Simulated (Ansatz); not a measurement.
Consider Al₃Ga₂N₅.

```cif
data_structure
_symmetry_space_group_name_H-M 'P 1'
_symmetry_Int_Tables_number 1
_cell_length_a 2.9368
_cell_length_b 2.9368
_cell_length_c 20.7962
_cell_angle_alpha 90.000
_cell_angle_beta 90.000
_cell_angle_gamma 90.000
_cell_volume 179.36
loop_
_atom_site_label
_atom_site_type_symbol
_atom_site_fract_x
_atom_site_fract_y
_atom_site_fract_z
_atom_site_occupancy
Al1 Al 0.50000 0.50000 0.20085 1
Al2 Al 0.00000 0.00000 0.70085 1
Al3 Al 0.00000 0.00000 0.29915 1
Al4 Al 0.50000 0.50000 0.79915 1
Al5 Al 0.50000 0.50000 0.00000 1
Al6 Al 0.00000 0.00000 0.50000 1
Ga1 Ga 0.50000 0.50000 0.39895 1
Ga2 Ga 0.00000 0.00000 0.89895 1
Ga3 Ga 0.00000 0.00000 0.10105 1
Ga4 Ga 0.50000 0.50000 0.60105 1
N1 N 0.50000 0.50000 0.10079 1
N2 N 0.00000 0.00000 0.60079 1
N3 N 0.00000 0.00000 0.20207 1
N4 N 0.50000 0.50000 0.70207 1
N5 N 0.50000 0.50000 0.29793 1
N6 N 0.00000 0.00000 0.79793 1
N7 N 0.00000 0.00000 0.39921 1
N8 N 0.50000 0.50000 0.89921 1
N9 N 0.00000 0.00000 0.00000 1
N10 N 0.50000 0.50000 0.50000 1
```

Space group I4/mmm; a structure generated by program, which may or may not match a known phase.

Computed with DFT PBE, scalar-relativistic, plane waves, PAW (Ansatz 0.2.0).

Q: What can the converged valence pseudo-density and electron localisation function tell about the bonding?

A: Al–N (2.02 Å): ρ is about 0.53 e/Å³ halfway; the ELF peaks at about 0.85 in the valence shell of N, 0.8 Å from its nucleus, and is about 0.80 at the midpoint.
Ga–N (2.10 Å): ρ at the midpoint is about 0.54 e/Å³; the ELF peaks at about 0.80 in the valence shell of N, 0.7 Å from its nucleus, and is about 0.35 at the midpoint.
Al–N (2.08 Å): ρ is about 0.48 e/Å³ halfway; the ELF peaks at about 0.85 in the valence shell of N, 0.8 Å from its nucleus, and is about 0.80 at the midpoint.

Q: Does the calculation make it a metal, or give it a gap?

A: It is gapped, with a Kohn–Sham gap of 1.9 eV on the k-point mesh, an upper bound to the gap of this method.

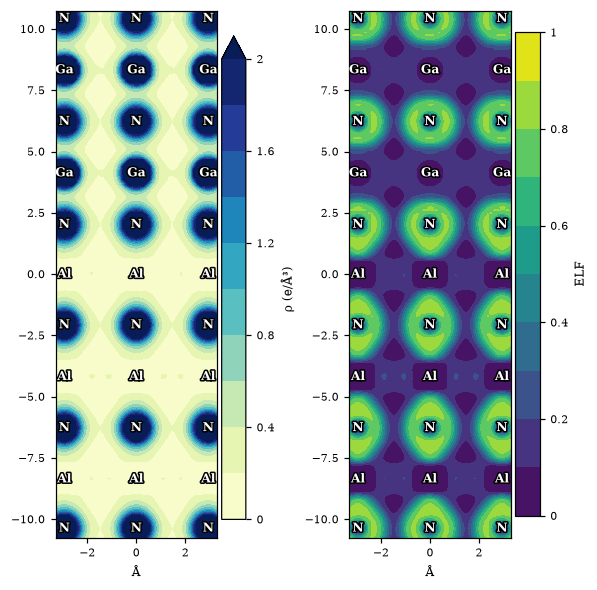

Computed valence pseudo-density and electron localisation function on the (100) plane of the conventional cell, in this order. 

The density is the valence pseudo-density of a PAW calculation; it isn't the true density close to the nuclei.
